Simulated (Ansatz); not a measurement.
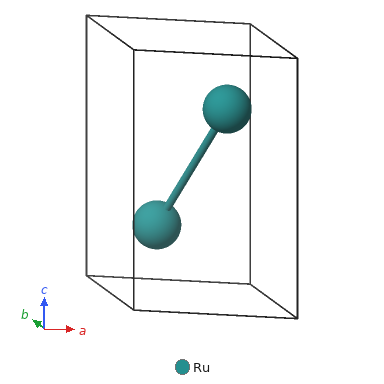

System: Ru, space group P6_3/mmc (No. 194). The picture shows the cell.

Structure:
```
CELL_PARAMETERS angstrom
2.70580 0.00000 0.00000
-1.35290 2.34329 0.00000
0.00000 0.00000 4.28190
ATOMIC_POSITIONS crystal
Ru 0.33333 0.66667 0.25000
Ru 0.66667 0.33333 0.75000
```

Computed with Ansatz 0.2.0: homogeneous strain of a crystal along one Voigt pattern with engineering shear, fractional coordinates fixed, by plane-wave density functional theory with PAW datasets, free energies less that of the undisturbed cell, pressure positive in compression; scalar-relativistic. Level: PBE, no spin polarisation.

wave cutoff 420 eV; k mesh 24×24×12; occupations Gaussian; smearing width 0.15 eV; k shift (0, 0, 0) (mesh steps); start as given; strain pattern (1, -1, 0, 0, 0, 0) (xx yy zz yz xz xy with engineering shear).

Predict the energy change, tensile stress summed over the strain pattern and pressure against strain. The strain takes the values −0.1500, −0.1125, −0.0750, −0.0375, 0.0000, 0.0375, 0.0750, 0.1125, 0.1312, 0.1500.

The energy rises on both sides of the starting structure, which is therefore a minimum along this path. The energy change is 921 meV/atom at strain −0.1500 and 584 meV/atom at 0.1500; the lowest computed point is at strain 0.0000 (0 meV/atom), and no other minimum shows. The tensile stress summed over the strain pattern goes from −136 GPa at strain −0.1500 to 47 GPa at 0.1500, not monotonically, with a high of 61 GPa at 0.1125, and changes sign near 0.000. The pressure goes from 39.4 GPa at strain −0.1500 to 28.2 GPa at 0.1500, not monotonically, with a low of 4.5 GPa at 0.0000.

| strain | energy change (meV/atom) | tensile stress summed over the strain pattern (GPa) | pressure (GPa) |
| --- | --- | --- | --- |
| −0.1500 | 921 | −136 | 39.4 |
| −0.1125 | 507 | −104 | 23.3 |
| −0.0750 | 218 | −69 | 12.5 |
| −0.0375 | 53 | −33 | 6.5 |
| 0.0000 | 0 | 0 | 4.5 |
| 0.0375 | 48 | 29 | 6.3 |
| 0.0750 | 183 | 52 | 11.3 |
| 0.1125 | 379 | 61 | 18.9 |
| 0.1312 | 485 | 57 | 23.4 |
| 0.1500 | 584 | 47 | 28.2 |

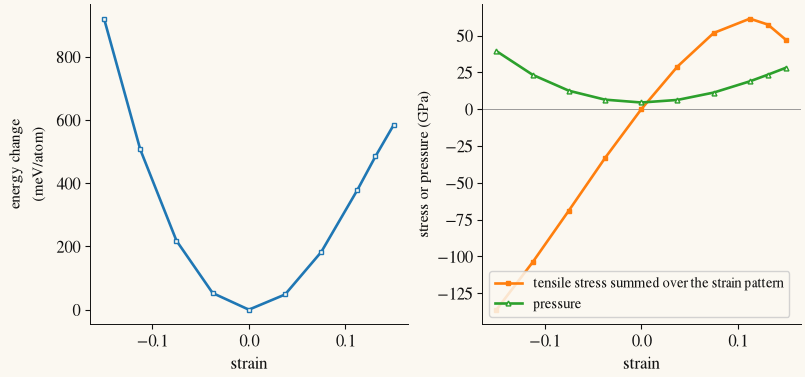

Note: reference crystal is not relaxed.
